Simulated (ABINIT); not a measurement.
Geometry relaxation, with input and output: La2O3 (part 4 of 4)

La2O3 (P-62m, 5 atoms in the cell); Kohn-Sham DFT of a periodic cell, LDA, JTH PAW LDA v2.0, no spin polarisation (ABINIT 10.8.3); cutoff 625.86 eV, 4×4×7 k-mesh, fermi-dirac of 0.05 eV. The structure derives from a Materials Project entry.

Geometry of the input (Å; fractional positions):
```
6.2668  0.0000  0.0000
-3.1334  5.4272  0.0000
0.0000  0.0000  3.2998
La 0.6667  0.3333  0.5000
La 0.3333  0.6667  0.5000
O  0.5080  0.0000  0.0000
O  -0.0000  0.5080  0.0000
O  0.4920  0.4920  0.0000
```

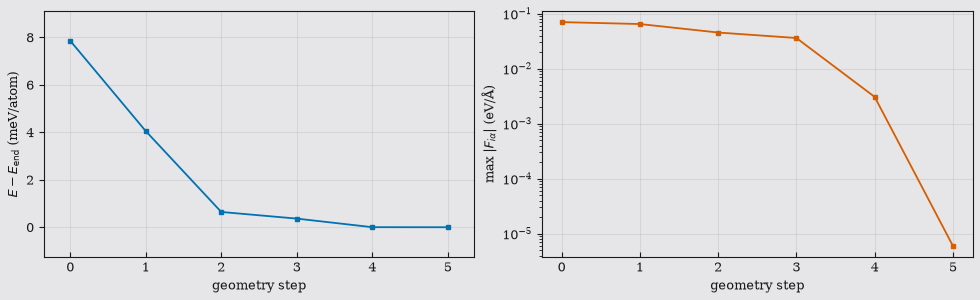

Progress of the relaxation, step by step (steps are counted from 0).

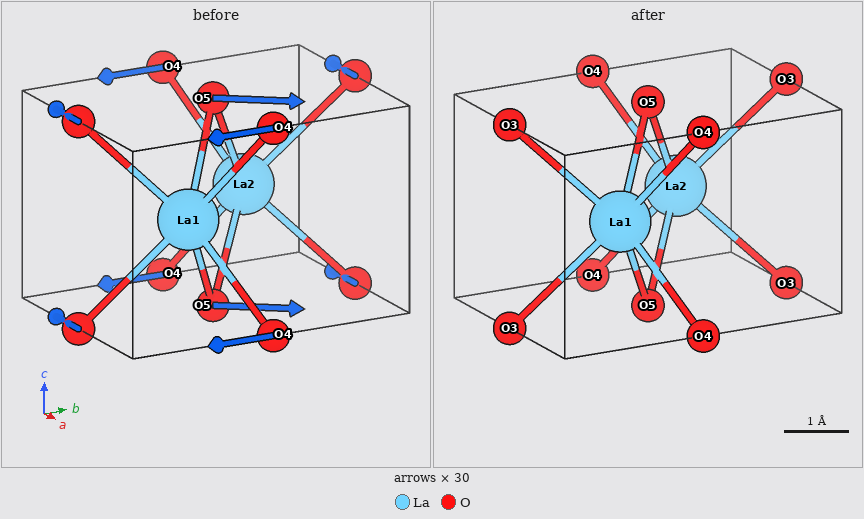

Before (left) and after (right) the relaxation, at one scale (ball-and-stick view of the cell of the calculation, seen slightly off an axis). The blue arrows give the displacements (without the part carried along by the change of the cell), magnified 30 times. After 5 geometry steps the energy has fallen by 7.9 meV per atom. The largest force component goes from 0.07 to under 0.0001 eV/Å. The largest moves relative to the cell, 0.050 Å, are those of O3, O4 and O5. La stays in place. Cell: a = b 6.267 → 6.268 Å (0.0 %), c 3.300 → 3.240 Å (−1.8 %). Volume −1.8 %. Among the contacts that change: La1–O3 2.449 → 2.429 Å. Among the angles that change: La1–O3–La2 177.6° → 180.0°. The space group (tolerance 0.01 Å) goes from P-62m (No. 189) to P6/mmm (No. 191). (Atoms are counted from 1 in the order of the input.)

## Summary

```csv
quantity,value
outcome,converged
space group (tolerance 0.01 Å),P-62m (189) → P6/mmm (191)
electrons treated,40
free energy,−3079.2602 eV
Fermi energy,1.525 eV
gap on the k-point mesh,1.36 eV
pressure,0.00 GPa
final volume,110.24 Å³
largest force (length of the vector) at the end,under 0.001 eV/Å
final cell,"a = 6.268 Å, b = 6.268 Å, c = 3.240 Å, α = 90.00°, β = 90.00°, γ = 120.00°"
hardware,"1 thread of Arm Neoverse V1, 24 GiB of memory available, shared host"
wall time,13 min
peak memory,0.24 GiB
```
